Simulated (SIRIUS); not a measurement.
System: Hf, space group P6_3/mmc (No. 194).

The given structure:
```
CELL_PARAMETERS angstrom
3.19670 0.00000 0.00000
-1.59835 2.76842 0.00000
0.00000 0.00000 5.05780
ATOMIC_POSITIONS crystal
Hf 0.66667 0.33333 0.75000
Hf 0.33333 0.66667 0.25000
```

Calculation (SIRIUS 7.12.0): all-electron LAPW DFT, no spin polarisation; energies at scaled volumes of the given cell, shape and fractions fixed, counted from the fit's minimum, third-order Birch-Murnaghan fit. Level: PBEsol.

```csv
setting,value
k mesh,10×10×5
occupations,Fermi–Dirac
smearing width,0.05 eV
potentials,all electron FP LAPW
program settings,"basis apw+lo standard, gk cutoff 3.47 1/bohr, pw cutoff 20 1/bohr"
```

What does the calculation give for the energy against volume? The volume takes the values 21.04, 21.49, 21.93, 22.38, 22.83, 23.28, 23.72 Å³/atom.

A third-order Birch–Murnaghan fit gives V0 = 21.56 Å³/atom, B0 = 113 GPa and B′ = 3.3. The energy is 4.65 meV/atom at volume 21.04 Å³/atom and 66.52 meV/atom at 23.72 Å³/atom; the lowest computed point is at volume 21.49 Å³/atom (0.22 meV/atom).

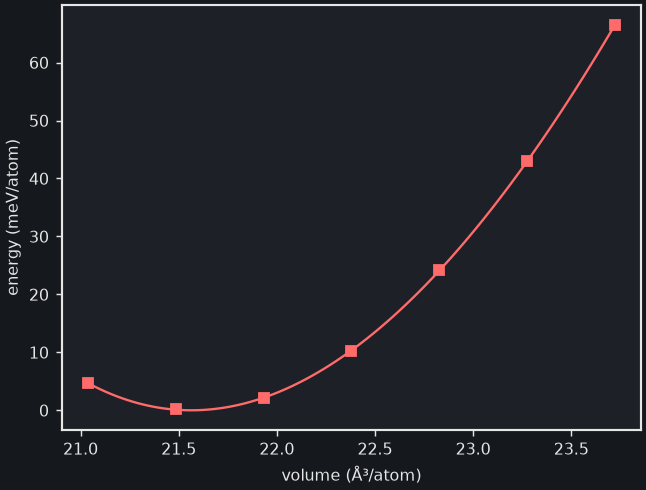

Keep in mind: shape and atomic fractions are frozen while scaling, which makes layered, chain and framework solids too stiff.
